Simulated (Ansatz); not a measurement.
PtSe2: several calculations on one system

### Relaxation

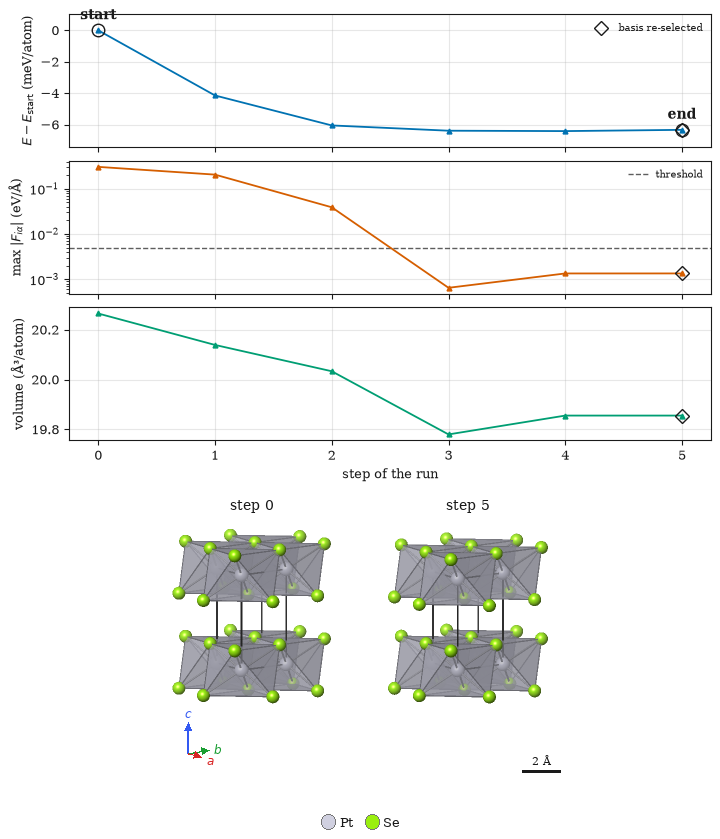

First and last geometry of a relaxation of a crystal of PtSe2 (set up in P-3m1), with the history of the run. A polyhedral model of the cell of the calculation, seen slightly off an axis.

Method: DFT PBEsol, scalar-relativistic, plane waves, PAW in Ansatz 0.2.0. Set-up: plane-wave cutoff 420 eV; k-point mesh 12 × 12 × 8; occupations gaussian; smearing width 0.1 eV; no spin polarisation; cell and atoms relaxed; force threshold 0.005 eV/Å; at most 80 steps.

What do the curves and the structures tell?

Answer. It converged. The largest moves relative to the cell, 0.052 Å, are those of Se atoms. Pt stays in place. The volume changes by −2.0 %, with a = b 3.724 → 3.761 Å (+1.0 %), c 5.062 → 4.863 Å (−3.9 %). Near-neighbour distances that change, for instance: Pt–Se 2.495 → 2.514 Å. The space group stays P-3m1 (No. 164). After 4 accepted moves (5 points after the start) the energy has fallen by 6.3 meV per atom. The largest force component goes from 0.3 to 0.0014 eV/Å. The pressure goes from 2.13 to −0.02 GPa. The SCF was repeated once at an unchanged geometry on a basis and grid sized afresh for the cell, which shifted the energy by 0.1 meV per atom at most. Cost: 74 s on 1 thread of Arm Neoverse V2 (shared host), peak memory 0.47 GiB.

### Relaxation

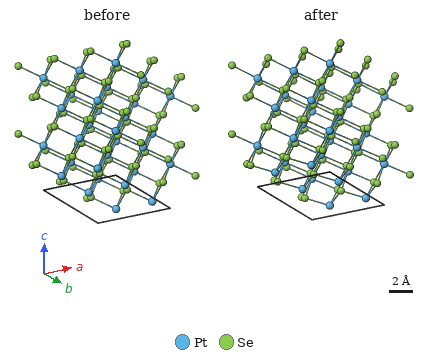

The structure of a slab of composition PtSe2 (cut from the P-3m1 phase) before (left) and after (right) a relaxation, at one scale.

The picture is a ball-and-stick view of the 2 × 2 repeat of the cell, outlined in the plane, without the vacuum, seen from a free direction.

Case: (1 0 0) slab, atoms relaxed. The slab is the (1 0 0) face of PtSe2.

These are results of DFT PBEsol, scalar-relativistic, plane waves, PAW (Ansatz 0.2.0), not measurements. Set-up: plane-wave cutoff 420 eV; k-point mesh 9 × 7 × 1; occupations gaussian; smearing width 0.1 eV; no spin polarisation; dipole correction; atoms relaxed in a fixed cell; force threshold 0.02 eV/Å; at most 60 steps.

Q: What changed between the two?

A: The atom that moves furthest relative to the layer's centre is a Se atom (0.43 Å at 38° to the normal (−c side)). Largest moves by element: Se 0.43 Å, Pt 0.32 Å. The cell stays as it was. Near-neighbour distances that change, for instance: Se–Se 3.183 → 2.829 Å, Pt–Se 2.514 → 2.338 Å, Pt–Se 2.514 → 2.408 Å, Pt–Se 2.514 → 2.594 Å. Among the angles between lasting bonds that change: Se–Pt–Se 83.2° → 93.9°, Se–Pt–Se 96.8° → 107.1°, Pt–Se–Pt 96.8° → 107.1°. The energy falls by 0.674 eV per cell of the calculation in 5 accepted moves (6 points after the start). Largest force component: 2 eV/Å at the start, 0.011 eV/Å at the end. The line search rejected the trial step at point 4 of the run. The run took 20 min on 1 thread of Arm Neoverse V2, on a shared host, peak memory 1.2 GiB.

### A change

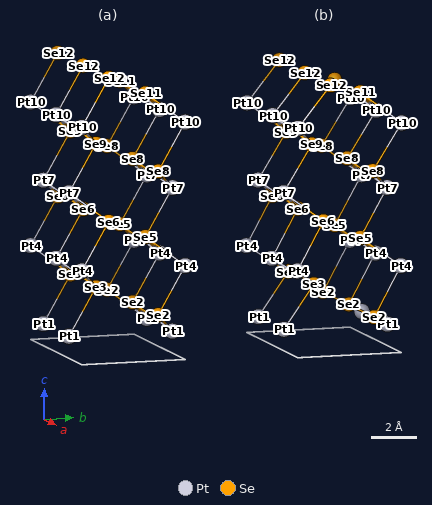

Left: a (1 0 0) slab of PtSe2 as cut from the relaxed bulk. Right: the same structure after one change, at the same scale. A ball-and-stick model of the 2 × 1 repeat of the cell, outlined in the plane, without the vacuum, seen slightly off an axis.

The calculation used DFT PBEsol, scalar-relativistic, plane waves, PAW in Ansatz 0.2.0. Set-up: plane-wave cutoff 420 eV; occupations gaussian; smearing width 0.1 eV; no spin polarisation. The k-mesh is chosen for each cell (9×7×11, 9×7×1).

The atoms of the slab are relaxed at the bulk's in-plane cell.

**What does the change do?**

The surface energy (mean of the two faces) falls from 1.84 to 1.55 J/m². The top spacing, between the Se and Se planes, goes from 1.09 to 0.70 Å (−35.8 %), the bottom one (Pt to Se) from 1.09 to 0.67 Å (−38.7 %). The cell doesn't change. Se12 moves most relative to the layer's centre: 0.43 Å at 38° to the normal (−c side). By element the largest moves are Se 0.43 Å, Pt 0.32 Å. Some distances before and after: Pt–Se 2.514 → 2.338 to 2.594 Å.
